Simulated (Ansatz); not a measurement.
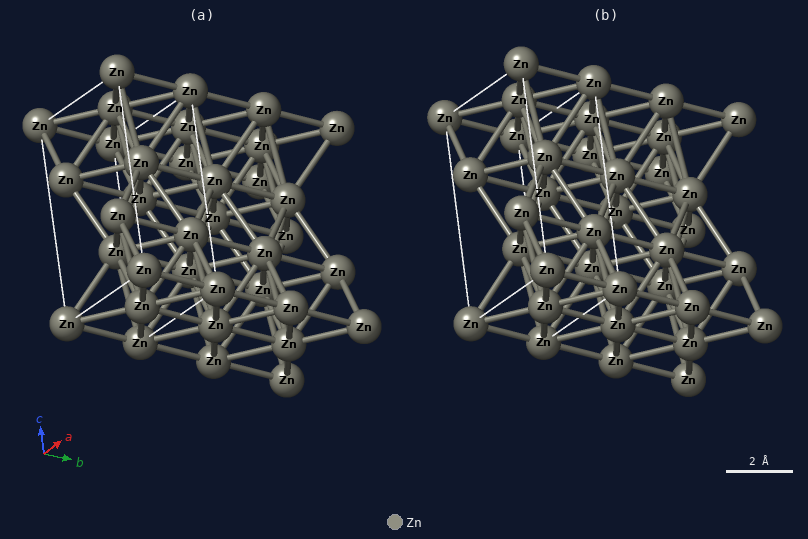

The structure of crystalline Zn (set up in C2/m) before (left) and after (right) a relaxation, at one scale.

Style: ball-and-stick. Shown: the conventional cell (2 times the calculation's cell), repeated 1 × 3 × 1 with one cell outlined, from a free direction. Lengths and directions refer to the drawn axes.

All numbers below come from DFT r2SCAN, scalar-relativistic, plane waves, PAW in Ansatz. Settings: plane-wave cutoff 500 eV; k-point mesh 18 × 18 × 6; occupations gaussian; smearing width 0.1 eV; no spin polarisation; cell and atoms relaxed; force threshold 0.005 eV/Å; at most 80 steps.

Describe what moved and what it gained.

Answer. The run was cut off at its time limit before the program reported convergence, but its last step already meets the force threshold: the largest component is under 0.0001 eV/Å against 0.005 eV/Å. The pressure is within 0.02 GPa of its target. Over 6 accepted moves (8 points after the start) the energy falls by 4.6 meV per atom. The largest force component goes from 0.0069 to under 0.0001 eV/Å. Pressure: −0.23 GPa at the start and −0.02 GPa at the end. The line search rejected the trial step at point 2 of the run. The SCF was repeated once at an unchanged geometry on a basis and grid sized afresh for the cell, which shifted the energy by 0.1 meV per atom at most. The largest moves relative to the cell, 0.004 Å, are those of Zn atoms. The drawn cell changes as follows: a 4.536 → 4.488 Å (−1.1 %), b 2.617 → 2.589 Å (−1.1 %), c 7.472 → 7.703 Å (+3.1 %), β 102.3° → 101.2°; the volume changes by +1.3 %. Some distances before and after: Zn–Zn 2.865 → 2.940 Å, Zn–Zn 2.837 → 2.906 Å, Zn–Zn 2.887 → 2.941 Å, Zn–Zn 2.857 → 2.907 Å. The space group (tolerance 0.01 Å) goes from C2/m (No. 12) to R-3m (No. 166).
